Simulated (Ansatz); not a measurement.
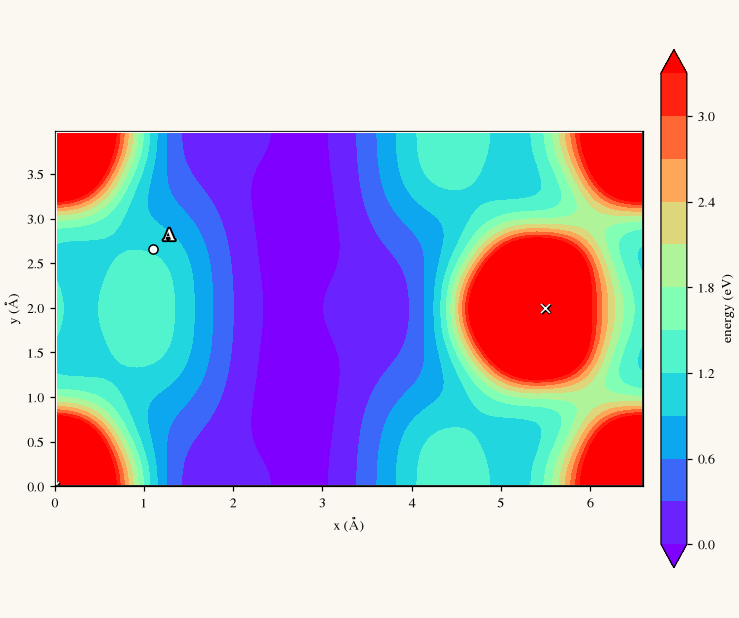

ZnSe (P4/nmm phase) with one H guest (9 atoms in the cell, cell charge +1). A guest moved over a lattice plane through the rigid host; the plane is (1 0 1) of the conventional cell, half-way across the widest gap between atomic layers, origin above Zn3. Places are given modulo a cell vector. The map is drawn in real space over the plane of the scan. Nothing is relaxed (host rigid, guest held in the plane). The grid has 6 × 6 points; 22 points were computed and 12 follow by symmetry. At 2 points there is no value (left out of the scan, as a rule where atoms come close). All energies are given in eV per cell relative to the lowest grid point. The band gap closes in part of the range. The cell is charged on a uniform background, without a charge correction. Level of theory: DFT LDA, scalar-relativistic, plane waves, PAW (Ansatz). Settings: cutoff 420 eV, k-mesh 6×6×6, gaussian smearing 0.05 eV, no spin polarisation.

The picture shows filled contours, crosses at grid points without a value, the outline of one cell of the plane, one colour for all values above the top of the scale, the point A. Between grid points the surface is interpolated.

Which way does the force act at A, and how strong is it?

Answer. A, at (1/6, 4/6) of the cell vectors, is not a stationary point. The computed force is 0.87 eV/Å in the plane, pointing up and right in the picture (components 0.36 and 0.79 eV/Å).

PAW datasets: the set soft_1.
